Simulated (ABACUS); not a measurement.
# Run report: Ni, single-point calculation at one volume of an equation of state (part 2 of 2)

Ni (1 atom in the cell); Kohn-Sham DFT of a periodic cell, PBE, PseudoDojo NC SR 0.4.1 PBE standard, spin-polarised (ABACUS 3.10.1); cutoff 1360.57 eV, 13×13×13 k-mesh, fermi-dirac of 0.05 eV, collinear spins. The structure derives from a Materials Project entry. It belongs to a series of runs on one base structure; here: volume scaled by 0.98.

Geometry of the input (Å; fractional positions):
```
-1.3744  1.3744  1.3744
1.3744  -1.3744  1.3744
1.3744  1.3744  -1.3744
Ni 0.0000  0.0000  0.0000
```

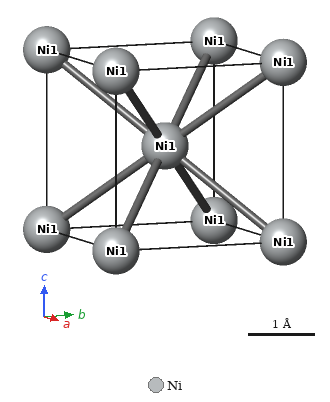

**Figure 1.** The input geometry (ball-and-stick view of the cell 2 times as large as that of the calculation, set on its symmetry axes, seen slightly off an axis; atoms are numbered from 1 in the order of the input).

### Log, continued
```
----------------------------------------------------------

 LCAO ALGORITHM --------------- ION=   1  ELEC=   7--------------------------------
          total magnetism (Bohr mag/cell) = 0.594778
       absolute magnetism (Bohr mag/cell) = 0.656159
                        nelec for spin up = 9.29739
                      nelec for spin down = 8.70261

 Density error is 6.10969584621e-05
----------------------------------------------------------
     Energy           Rydberg                 eV
----------------------------------------------------------
 E_KohnSham     -335.5688080650      -4565.6478607526
 E_Harris       -335.5683868845      -4565.6421302971
 E_Fermi        1.4372476514         19.5547574960
----------------------------------------------------------

 LCAO ALGORITHM --------------- ION=   1  ELEC=   8--------------------------------
          total magnetism (Bohr mag/cell) = 0.59464
       absolute magnetism (Bohr mag/cell) = 0.656058
                        nelec for spin up = 9.29732
                      nelec for spin down = 8.70268

 Density error is 1.29938157718e-05
----------------------------------------------------------
     Energy           Rydberg                 eV
----------------------------------------------------------
 E_KohnSham     -335.5688080661      -4565.6478607680
 E_Harris       -335.5689897733      -4565.6503330200
 E_Fermi        1.4372441455         19.5547097953
----------------------------------------------------------

 LCAO ALGORITHM --------------- ION=   1  ELEC=   9--------------------------------
          total magnetism (Bohr mag/cell) = 0.5948
       absolute magnetism (Bohr mag/cell) = 0.656249
                        nelec for spin up = 9.2974
                      nelec for spin down = 8.7026

 Density error is 6.12185716479e-06
----------------------------------------------------------
     Energy           Rydberg                 eV
----------------------------------------------------------
 E_KohnSham     -335.5688080682      -4565.6478607952
 E_Harris       -335.5689189632      -4565.6493695998
 E_Fermi        1.4372543313         19.5548483805
----------------------------------------------------------

 LCAO ALGORITHM --------------- ION=   1  ELEC=  10--------------------------------
          total magnetism (Bohr mag/cell) = 0.594758
       absolute magnetism (Bohr mag/cell) = 0.656197
                        nelec for spin up = 9.29738
                      nelec for spin down = 8.70262

 Density error is 1.852781647e-06
----------------------------------------------------------
     Energy           Rydberg                 eV
----------------------------------------------------------
 E_KohnSham     -335.5688080683      -4565.6478607972
 E_Harris       -335.5687934618      -4565.6476620661
 E_Fermi        1.4372492654         19.5547794551
----------------------------------------------------------

 LCAO ALGORITHM --------------- ION=   1  ELEC=  11--------------------------------
          total magnetism (Bohr mag/cell) = 0.594747
       absolute magnetism (Bohr mag/cell) = 0.656182
                        nelec for spin up = 9.29737
                      nelec for spin down = 8.70263

 Density error is 6.29571420653e-07
----------------------------------------------------------
     Energy           Rydberg                 eV
----------------------------------------------------------
 E_KohnSham     -335.5688080683      -4565.6478607972
 E_Harris       -335.5688158855      -4565.6479671557
 E_Fermi        1.4372485331         19.5547694920
----------------------------------------------------------

 LCAO ALGORITHM --------------- ION=   1  ELEC=  12--------------------------------
          total magnetism (Bohr mag/cell) = 0.594745
       absolute magnetism (Bohr mag/cell) = 0.656181
                        nelec for spin up = 9.29737
                      nelec for spin down = 8.70263

 Density error is 2.1294792607e-07
----------------------------------------------------------
     Energy           Rydberg                 eV
----------------------------------------------------------
 E_KohnSham     -335.5688080684      -4565.6478607982
 E_Harris       -335.5688117140      -4565.6479103998
 E_Fermi        1.4372482282         19.5547653445
----------------------------------------------------------

 LCAO ALGORITHM --------------- ION=   1  ELEC=  13--------------------------------
          total magnetism (Bohr mag/cell) = 0.594745
       absolute magnetism (Bohr mag/cell) = 0.656181
                        nelec for spin up = 9.29737
                      nelec for spin down = 8.70263

 Density error is 2.80477602181e-08
----------------------------------------------------------
     Energy           Rydberg                 eV
----------------------------------------------------------
 E_KohnSham     -335.5688080683      -4565.6478607977
 E_KS(sigma->0) -335.5682798108      -4565.6406734850
 E_Harris       -335.5688070446      -4565.6478468689
 E_band         -18.9502923331       -257.8319544957
 E_one_elec     -156.8640853434      -2134.2453722290
 E_Hartree      91.1808153265        1240.5786367257
 E_xc           -42.8959537293       -583.6293918626
 E_Ewald        -226.9885278070      -3088.3373588065
 E_entropy(-TS) -0.0010565151        -0.0143746253
 E_descf        0.0000000000         0.0000000000
 E_exx          0.0000000000         0.0000000000
 E_Fermi        1.4372481281         19.5547639818
----------------------------------------------------------

 charge density convergence is achieved
 final etot is -4565.6478608 eV
 EFERMI = 19.554763982 eV

 STATE ENERGY(eV) AND OCCUPATIONS    NSPIN == 2
SPIN UP :
 1/84 kpoint (Cartesian) = 0.0000 0.0000 0.0000 (300 pws)
       1       -83.9253    0.000455166
       2       -44.1798    0.000455166
       3       -44.1798    0.000455166
       4       -44.1798    0.000455166
       5        10.2742    0.000455166
       6        17.0843    0.000455166
       7        17.0843    0.000455166
       8        17.0843    0.000455166
       9        18.6142    0.000455166
      10        18.6142    0.000455166
      11        47.5933        0.00000
      12        47.5933        0.00000
      13        47.5933        0.00000
      14        53.4750        0.00000

 2/84 kpoint (Cartesian) = 0.027984 -0.027984 0.0000 (295 pws)
       1       -83.9227     0.00546199
       2       -44.1952     0.00546199
       3       -44.1851     0.00546199
       4       -44.1798     0.00546199
       5        10.5279     0.00546199
       6        17.0242     0.00546199
       7        17.0790     0.00546199
       8        17.2026     0.00546199
       9        18.5525     0.00546199
      10        18.6167     0.00546199
      11        45.4688        0.00000
      12        47.0523        0.00000
      13        47.2600        0.00000
      14        50.4106        0.00000

 3/84 kpoint (Cartesian) = 0.055967 -0.055967 0.0000 (293 pws)
       1       -83.9155     0.00546199
       2       -44.2377     0.00546199
       3       -44.1998     0.00546199
       4       -44.1796     0.00546199
       5        11.2653     0.00546199
       6        16.8602     0.00546199
       7        17.0445     0.00546199
       8        17.5404     0.00546199
       9        18.4288     0.00546199
      10        18.6285     0.00546199
      11        41.1170        0.00000
      12        45.5371        0.00000
      13        46.1071        0.00000
      14        47.4940        0.00000

 4/84 kpoint (Cartesian) = 0.083951 -0.083951 0.0000 (291 pws)
       1       -83.9052     0.00546199
       2       -44.2974     0.00546199
       3       -44.2204     0.00546199
       4       -44.1793     0.00546199
       5        12.3913     0.00546199
       6        16.6346     0.00546199
       7        16.9900     0.00546199
       8        18.0442     0.00546199
       9        18.3652     0.00546199
      10        18.6554     0.00546199
      11        36.7903        0.00000
      12        43.2006        0.00000
      13        44.9216        0.00000
      14        45.3353        0.00000

 5/84 kpoint (Cartesian) = 0.11193 -0.11193 0.0000 (289 pws)
       1       -83.8944     0.00546199
       2       -44.3603     0.00546199
       3       -44.2422     0.00546199
       4       -44.1790     0.00546199
       5        13.6241     0.00546199
       6        16.4019     0.00546199
       7        17.1605     0.00546199
       8        18.4028     0.00546199
       9        18.6208     0.00546199
      10        18.6964     0.00546199
      11        32.7777        0.00000
      12        41.2844        0.00000
      13        42.7806        0.00000
      14        44.8410        0.00000

 6/84 kpoint (Cartesian) = 0.13992 -0.13992 0.0000 (289 pws)
       1       -83.8855     0.00546199
       2       -44.4122     0.00546199
       3       -44.2603     0.00546199
       4       -44.1788     0.00546199
       5        14.3964     0.00546199
       6        16.2143     0.00546199
       7        18.0601     0.00546199
       8        18.5032     0.00546199
       9        18.7404     0.00546199
      10        19.1388     0.00546066
      11        29.2575    2.88926e-87
      12        39.9763        0.00000
      13        41.2100        0.00000
      14        44.5861        0.00000

[... levels at 162 further k points ...]

-------------------------------------------------
 Total Magnetism (uB)
-------------------------------------------------
                        Ni1         0.5947449224
-------------------------------------------------

 correction force for each atom along direction 1 is -1.06013e-13
 correction force for each atom along direction 2 is -3.82161e-16
 correction force for each atom along direction 3 is -3.23896e-14
------------------------------------------------------------------------------------------
 TOTAL-FORCE (eV/Angstrom)
------------------------------------------------------------------------------------------
                       Ni1         0.0000000000         0.0000000000         0.0000000000
------------------------------------------------------------------------------------------

----------------------------------------------------------------
 TOTAL-STRESS (KBAR)
----------------------------------------------------------------
       133.6219874345         0.0000000000        -0.0000000000
        -0.0000000000       133.6219874345         0.0000000000
        -0.0000000000         0.0000000000       133.6219874345
----------------------------------------------------------------
 TOTAL-PRESSURE: 133.621987 KBAR

 --------------------------------------------
 !FINAL_ETOT_IS -4565.6478607976623607 eV
 --------------------------------------------
```

### Standard output
```
ABACUS v3.10.1

               Atomic-orbital Based Ab-initio Computation at UStc

%%%%%%%%%%%%%%%%%%%%%%%%%%%%%%%%%%%%%%%%%%%%%%%%%%%%%%%%%%%%%%%%%%%%%%%%%%%%%%%%%%%%%%%%%%%%%%%%%%%%%%%%%
 Warning: the number of valence electrons in pseudopotential > 10 for Ni: [Ar] 3d8 4s2
 Pseudopotentials with additional electrons can yield (more) accurate outcomes, but may be less efficient.
 If you're confident that your chosen pseudopotential is appropriate, you can safely ignore this warning.
%%%%%%%%%%%%%%%%%%%%%%%%%%%%%%%%%%%%%%%%%%%%%%%%%%%%%%%%%%%%%%%%%%%%%%%%%%%%%%%%%%%%%%%%%%%%%%%%%%%%%%%%%

 UNIFORM GRID DIM        : 30 * 30 * 30
 UNIFORM GRID DIM(BIG)   : 15 * 15 * 15
 ---------------------------------------------------------
 Self-consistent calculations for electrons
 ---------------------------------------------------------
 SPIN    KPOINTS         PROCESSORS  THREADS     NBASE
 2       168             4           4           26
 ---------------------------------------------------------
 Use Systematically Improvable Atomic bases
 ---------------------------------------------------------
 ELEMENT ORBITALS        NBASE       NATOM       XC
 Ni      3s2p2d1f-7au    26          1
 ---------------------------------------------------------
 Initial plane wave basis and FFT box
 ---------------------------------------------------------
 -------------------------------------------
 SELF-CONSISTENT :
 -------------------------------------------
 START CHARGE      : atomic
 ITER      TMAG       AMAG        ETOT/eV          EDIFF/eV         DRHO     TIME/s
 GE1      6.53e-01   6.79e-01  -4.56562753e+03   0.00000000e+00   2.2134e-02   1.22
 GE2      5.60e-01   6.38e-01  -4.56564799e+03  -2.04562260e-02   1.0340e-02   1.13
 GE3      5.85e-01   6.46e-01  -4.56564756e+03   4.24946600e-04   4.3658e-03   1.10
 GE4      5.98e-01   6.56e-01  -4.56564781e+03  -2.51150896e-04   1.6317e-03   1.09
 GE5      5.95e-01   6.57e-01  -4.56564786e+03  -4.43516826e-05   2.3301e-04   1.16
 GE6      5.95e-01   6.56e-01  -4.56564786e+03  -2.00977283e-06   1.2498e-04   1.15
 GE7      5.95e-01   6.56e-01  -4.56564786e+03  -3.32143502e-07   6.1097e-05   1.19
 GE8      5.95e-01   6.56e-01  -4.56564786e+03  -1.53549722e-08   1.2994e-05   1.22
 GE9      5.95e-01   6.56e-01  -4.56564786e+03  -2.72675660e-08   6.1219e-06   1.21
 GE10     5.95e-01   6.56e-01  -4.56564786e+03  -1.92265845e-09   1.8528e-06   1.22
 GE11     5.95e-01   6.56e-01  -4.56564786e+03  -6.96054951e-12   6.2957e-07   1.24
 GE12     5.95e-01   6.56e-01  -4.56564786e+03  -1.04098885e-09   2.1295e-07   1.17
 GE13     5.95e-01   6.56e-01  -4.56564786e+03   5.46016440e-10   2.8048e-08   1.18
----------------------------------------------------------------
 TOTAL-STRESS (KBAR)
----------------------------------------------------------------
       133.6219874345         0.0000000000        -0.0000000000
        -0.0000000000       133.6219874345         0.0000000000
        -0.0000000000         0.0000000000       133.6219874345
----------------------------------------------------------------
 TOTAL-PRESSURE: 133.621987 KBAR
```

### File mulliken.txt
```
 0
CALCULATE THE MULLIkEN ANALYSIS FOR EACH ATOM
 Total charge of spin 1:	9.297
 Total charge of spin 2:	8.703
 Total charge:	18
Decomposed Mulliken populations
0                             Zeta of Ni              Spin 1              Spin 2                 Sum                Diff
s                                      0              0.9991              1.0015              2.0005             -0.0024
s                                      1              0.2301              0.2309              0.4610             -0.0007
s                                      2              0.0192              0.0147              0.0339              0.0045
SUM OVER M+Zeta                                       1.2484              1.2470              2.4954              0.0014

pz                                     0              1.0014              1.0016              2.0030             -0.0002
px                                     0              1.0011              1.0014              2.0026             -0.0003
py                                     0              1.0012              1.0012              2.0025              0.0000
SUM OVER M                                            3.0038              3.0043              6.0081             -0.0005
pz                                     1              0.0840              0.0829              0.1669              0.0010
px                                     1              0.1309              0.1353              0.2662             -0.0044
py                                     1              0.0893              0.0922              0.1814             -0.0029
SUM OVER M                                            0.3042              0.3104              0.6145             -0.0062
SUM OVER M+Zeta                                       3.3080              3.3147              6.6226             -0.0067

dz^2                                   0              0.9332              0.8889              1.8220              0.0443
dxz                                    0              0.9174              0.7789              1.6963              0.1385
dyz                                    0              0.9287              0.7134              1.6420              0.2153
dx^2-y^2                               0              0.9387              0.8383              1.7770              0.1005
dxy                                    0              0.9179              0.7969              1.7148              0.1210
SUM OVER M                                            4.6359              4.0163              8.6522              0.6196
dz^2                                   1              0.0213              0.0237              0.0450             -0.0024
dxz                                    1              0.0119              0.0156              0.0275             -0.0037
dyz                                    1              0.0096              0.0115              0.0211             -0.0019
dx^2-y^2                               1              0.0163              0.0196              0.0359             -0.0033
dxy                                    1              0.0214              0.0279              0.0494             -0.0065
SUM OVER M                                            0.0805              0.0983              0.1788             -0.0178
SUM OVER M+Zeta                                       4.7164              4.1146              8.8310              0.6018

fz^3                                   0              0.0030              0.0033              0.0063             -0.0003
fxz^2                                  0              0.0042              0.0046              0.0088             -0.0003
fyz^2                                  0              0.0034              0.0037              0.0071             -0.0003
fzx^2-zy^2                             0              0.0037              0.0039              0.0076             -0.0003
fxyz                                   0              0.0031              0.0028              0.0059              0.0003
fx^3-3*xy^2                            0              0.0041              0.0044              0.0085             -0.0004
f3yx^2-y^3                             0              0.0032              0.0036              0.0068             -0.0004
SUM OVER M                                            0.0246              0.0263              0.0510             -0.0017
SUM OVER M+Zeta                                       0.0246              0.0263              0.0510             -0.0017

SUM OVER M+Zeta+L                                     9.2974              8.7026             18.0000              0.5947

Total Charge on atom:                 Ni             18.0000
Total Magnetism on atom:              Ni              0.5947
```

### Key numbers

| quantity | value |
| --- | --- |
| outcome | converged |
| space group (tolerance 0.01 Å) | Im-3m (229) |
| electrons treated | 18 |
| free energy | −4565.6479 eV |
| Fermi energy | 19.555 eV |
| gap on the k-point mesh | none (metallic) |
| net moment of the cell | 0.59 μB |
| integrated absolute moment | 0.66 μB |
| pressure | 13.36 GPa |
| largest force (length of the vector) | under 0.001 eV/Å |
| wall time | 17 s (CPU time 67 s) |
| peak memory | 0.44 GiB |

### Remarks

Points of doubt noted for this run: home made orbitals. The cell is under a pressure of 13.4 GPa at this level, so it is not at its equilibrium volume.
